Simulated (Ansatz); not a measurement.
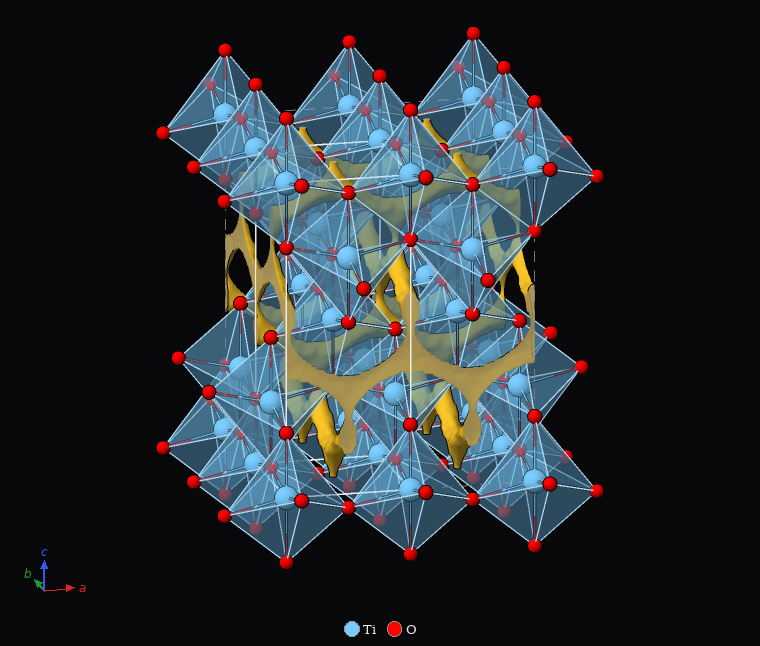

Bond-valence mismatch map for Mg2+ in TiO$_{2}$ (I4_1/amd): the yellow surface encloses the points where |V − 2| < 0.1 v.u. (2×2×1 cells, view slightly off an axis). Pale faces close the region where the drawn box cuts it.

At each point the valence sum V of a Mg2+ ion is computed from the anions within 5 Å (s = exp((R0 − d)/b), R0 fitted to published crystal structures with b = 0.37 Å; R0: Mg2+–O 1.677 Å). Points too close to the other cations are excluded (2.2 Å from Ti). Mg2+ is a guest here, not part of the formula. This is an empirical screen for pathways, not an energy calculation.

The cell is taken from coordinates from a relaxation with DFT PBE+U, scalar-relativistic, plane waves, PAW in Ansatz 0.2.0.

```
Ti O
1.0
     3.81800    0.00000    0.00000
     0.00000    3.81800    0.00000
     0.00000    0.00000    9.77511
Ti O
4 8
Direct
  0.00000 0.00000 0.00000
  0.00000 0.50000 0.25000
  0.50000 0.50000 0.50000
  0.50000 0.00000 0.75000
  0.00000 0.50000 0.45530
  0.00000 0.00000 0.20530
  0.00000 0.50000 0.04470
  0.50000 0.50000 0.29470
  0.50000 0.00000 0.95530
  0.50000 0.50000 0.70530
  0.50000 0.00000 0.54470
  0.00000 0.00000 0.79470
```

**What pathways for Mg2+ does the map suggest at this level?**

The regions form a three-dimensional network.

**At which mismatch do paths open?**

Already below about 0.06 v.u. the regions form one-dimensional channels along [010] and its symmetry equivalents, which do not meet. Already below about 0.06 v.u. the regions form a three-dimensional network. These are grid estimates, good to about 0.1 v.u.
